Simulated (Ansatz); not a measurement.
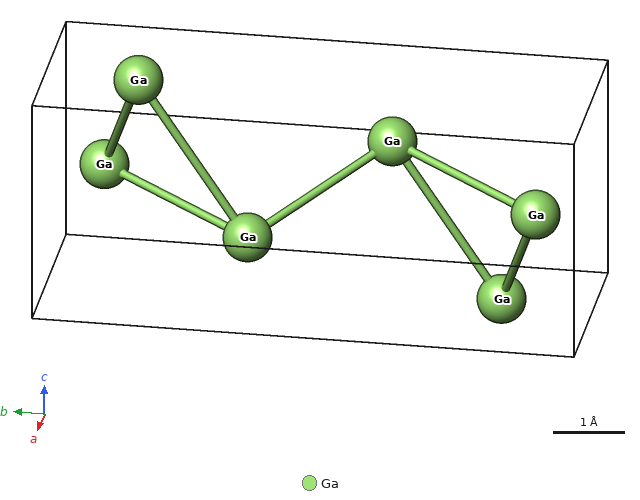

Normal modes of crystalline Ga, space group C2/c (No. 15), at the zone centre. A ball-and-stick model of the conventional cell (2 times the calculation's cell), seen from a free direction. Lengths and directions refer to the drawn axes.

Computed with DFT LDA, scalar-relativistic, plane waves, PAW in Ansatz 0.2.0.

The input:
```yaml
crystal:
  lattice:
    - [1.3542735557, -3.9065382138, -0.0163361335]
    - [1.3542735557, 3.9065382138, -0.0163361335]
    - [-0.1542549587, 0.0, 3.2790070094]
  atoms:
    - { symbol: Ga, position: [0.8663199157, 0.1336800843, 0.25] }
    - { symbol: Ga, position: [0.1336800843, 0.8663199157, 0.75] }
basis:
  ecutwfc: 420
kpoints:
  mp_grid: { grid: [16, 16, 12] }
hamiltonian:
  xc: lda
scf:
  occupations: { method: fermi_dirac, width: 0.15 }
output:
  eigenvalues: true
phonons:
  method: dfpt
  eigenvectors: true
```

Command:
```bash
ansatz run input.yaml --threads 1 --pin off --max-ram 3072MiB --backend cpu --events-out ev --progress --plain --runs-dir out
```

The frequencies depend somewhat on the k-mesh and the smearing.

**Give the spectrum at this point.**

The calculation's cell holds 2 atoms, so there are 3 optical modes, in 3 levels. The optical modes span 2B_g + A_g. No level is unstable.

| level | symmetry | frequency (cm⁻¹) | activity |
| --- | --- | --- | --- |
| 1 | B_g | 47 | Raman-active |
| 2 | B_g | 126 | Raman-active |
| 3 | A_g | 196 | Raman-active |

The displacement patterns:

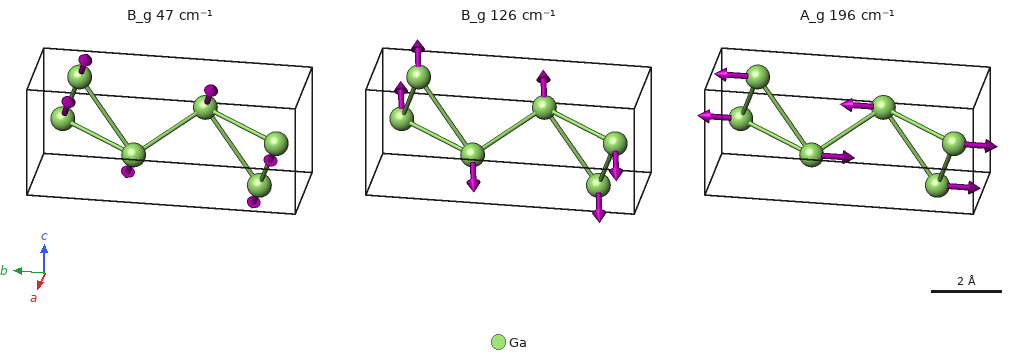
